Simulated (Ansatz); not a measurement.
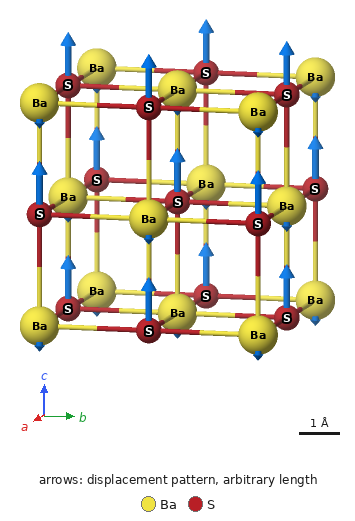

The lowest optical mode of a crystal of BaS relaxed at 25 GPa, space group Fm-3m (No. 225), at the zone centre. The blue arrows are the displacements of the atoms (eigenvector over the root of the mass), of arbitrary overall length and sign. Style: ball-and-stick. Shown: the conventional cell (4 times the calculation's cell), slightly off an axis. Lengths and directions refer to the drawn axes.

The calculation used Ansatz, DFT PBEsol, scalar-relativistic, plane waves, PAW.

Input
```yaml
crystal:
  lattice:
    - [0.0, 2.8792967765, 2.8792967765]
    - [2.8792967765, 0.0, 2.8792967765]
    - [2.8792967765, 2.8792967765, 0.0]
  atoms:
    - { symbol: Ba, position: [0.0, 0.0, 0.0] }
    - { symbol: S, position: [0.5, 0.5, 0.5] }
basis:
  ecutwfc: 420
kpoints:
  mp_grid: { grid: [8, 8, 8] }
hamiltonian:
  xc: pbesol
scf:
  occupations: { method: fixed }
output:
  eigenvalues: true
phonons:
  method: dfpt
  dielectric: true
  rigid_motions: translations
  eigenvectors: true
```

Command:
```bash
ansatz run input.yaml --threads 1 --pin off --max-ram 1228MiB --backend cpu --events-out ev --progress --plain --runs-dir out
```

Frequencies are those without the non-analytic (LO–TO) term.

Question: Is this crystal at a minimum with respect to the drawn distortion?

Answer: Yes: this softest mode has a real frequency, and so have all others here. That speaks for this wave vector alone: the rest of the zone wasn't checked in this run. This is the T₁u mode (triply degenerate; one member of the set is drawn) at 225 cm⁻¹, the only optical level, infrared-active by symmetry. The S sublattice moves against the Ba sublattice, along c; it stretches the shortest Ba–S bonds (2.88 Å); the kinetic energy is shared as S 81 %, Ba 19 %. Its infrared intensity is 24 (D/Å)²/amu for the set. The value is the transverse one; the longitudinal partner lies at 321 cm⁻¹.
